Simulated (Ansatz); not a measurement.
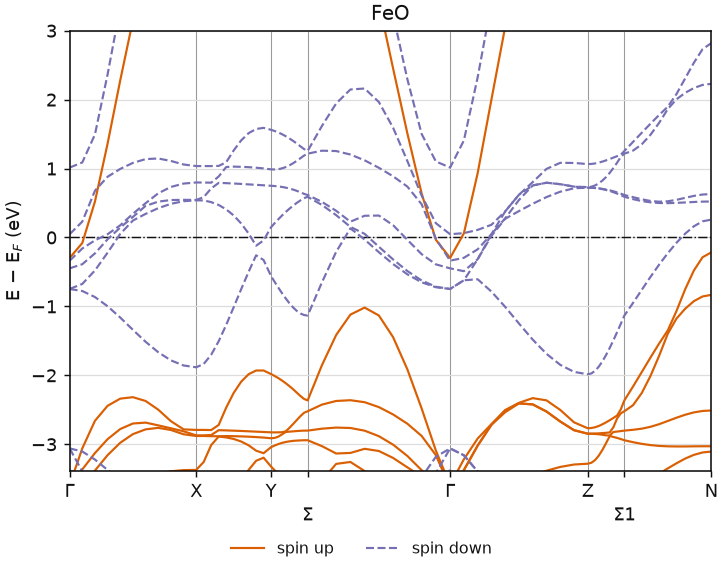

Band structure. Energies are counted from the Fermi level. The path runs straight from each named point to the next.

Which Bravais lattice do the labels of the path belong to?

A body-centred tetragonal lattice: the path Γ–X–Y–Σ–Γ–Z–Σ1–N runs through the special points of its Brillouin zone.

Input of the run:

```yaml
crystal:
  lattice:
    - [-1.602103413, 1.602103413, 2.08339225]
    - [1.602103413, -1.602103413, 2.08339225]
    - [1.602103413, 1.602103413, -2.08339225]
  atoms:
    - { symbol: Fe, position: [0.0, 0.0, 0.0], spin: 3.0 }
    - { symbol: O, position: [0.5, 0.5, 0.0] }
kpoints:
  mp_grid: { grid: [12, 12, 12] }
  band_path:
    path:
      - [0.0, 0.0, 0.0]
      - [0.0, 0.0, 0.5]
      - [-0.2956711885, 0.2956711885, 0.5]
      - [-0.3978355942, 0.3978355942, 0.3978355942]
      - [0.0, 0.0, 0.0]
      - [0.5, 0.5, -0.5]
      - [0.3978355942, 0.6021644058, -0.3978355942]
      - [0.0, 0.5, 0.0]
    npoints: 10
scf:
  occupations: { method: fermi_dirac, width: 0.05 }
hamiltonian:
  xc: pbesol
  pseudopotentials: { kind: all_electron, lapw: { basis_error: 0.001 } }
magnetization:
  spin_polarized: true
output:
  forces: true
  stress: true
  eigenvalues: true
```

System: FeO, space group I4/mmm (No. 139), 2 atoms in the primitive cell.

Method: PBEsol, all-electron LAPW, collinear spin, ferromagnetic start, no spin-orbit coupling, 12×12×12 k mesh, Fermi-Dirac smearing of 0.05 eV (Ansatz 0.2.0).

Metal, semiconductor or insulator?

A metal: bands cross the Fermi level along this path.

Which levels at Z lie nearest to the Fermi level?

At Z the nearest levels lie 1.99 eV below and 0.72 eV above the Fermi level.

The run ends ferromagnetic, with 4.00 μB a cell. A cell with one magnetic atom can't hold antiferromagnetic order, which such compounds often take. Semilocal functionals often make such compounds metallic where correlation or magnetic order opens a gap, which also shifts bond lengths. The cell is at −16 GPa in this functional. The cell comes from a database of computed structures, and whether it is the stable form of this composition wasn't checked. Bands are joined in order of energy, so crossings between the computed points show as kinks or gaps. In reduced coordinates of the cell that was run, X is (0, 0, 0.5), Y is (−0.296, 0.296, 0.5), Σ is (−0.398, 0.398, 0.398), Z is (0.5, 0.5, −0.5), Σ1 is (0.398, 0.602, −0.398) and N is (0, 0.5, 0).
